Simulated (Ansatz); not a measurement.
# TaN: what the fields show

```
Ta N
1.0
     0.00000    2.05406   -2.05406
     0.00000    2.34247    2.34247
     4.39653    0.00000    0.00000
Ta N
2 2
Direct
  0.00000 0.00000 0.50000
  0.50000 0.50000 0.00000
  0.00000 0.00000 0.00000
  0.50000 0.50000 0.50000
```

Space group Immm; changed on purpose from its base cell (strain +0.1312 x Voigt [0, 0, 0, 1, 0, 0], atoms carried along); computed pressure about 2 GPa in this cell.

These are results of DFT r2SCAN, scalar-relativistic, plane waves, PAW (Ansatz 0.2.0), not measurements.

The density is the valence pseudo-density of a PAW calculation; it isn't the true density close to the nuclei.

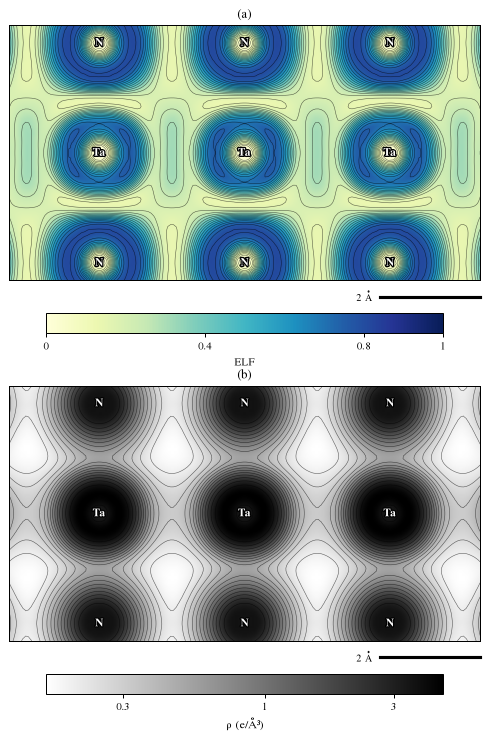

Figure 1. (a) ELF; (b) valence electron density on the (010) plane of the conventional cell.

Question: Read the bonding off the picture.

Answer: The section cuts through Ta and N sites.
Ta–N (2.20 Å): ρ at the midpoint is about 0.54 e/Å³; the ELF peaks at about 0.80 in the valence shell of N, 0.7 Å from its nucleus, and is about 0.15 at the midpoint: no localised pair shows between them.
Ta–Ta (2.90 Å): ρ at the midpoint is about 0.31 e/Å³; the ELF is about 0.30 at the midpoint.
Between the atoms the lowest density in this plane is 0.16 e/Å³.
The features right at Ta lie inside the PAW spheres, where the map follows smoothed inner orbitals and isn't to be read closely.

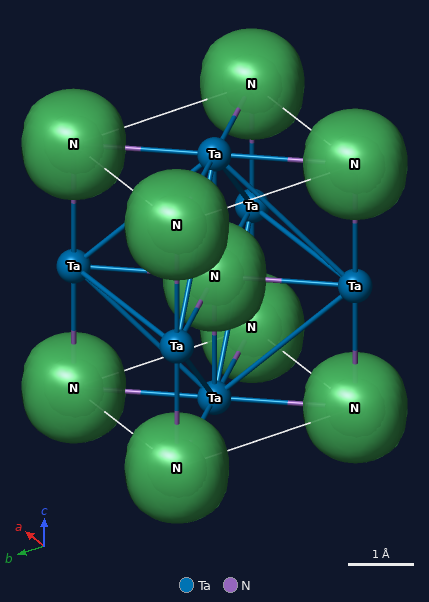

Figure 2. Isosurface of the electron localisation function at 0.7 (green), seen at an oblique angle. Only the valence region is drawn (cores and ρ < 0.01 e/Å³ removed). Sticks mark near contacts.

Question: Identify the bonds, lone pairs and shells in this picture.

Answer: At this value the surface marks out two regions wrapped around N (the valence shell of each), counted in one cell of 4 atoms. Regions shared between cells count once.

Question: Metal or insulator at this level of theory?

Answer: It is metallic or semimetallic at this level of theory: no gap opens; semilocal functionals without U, or without the true magnetic order, often close the gap of such compounds.
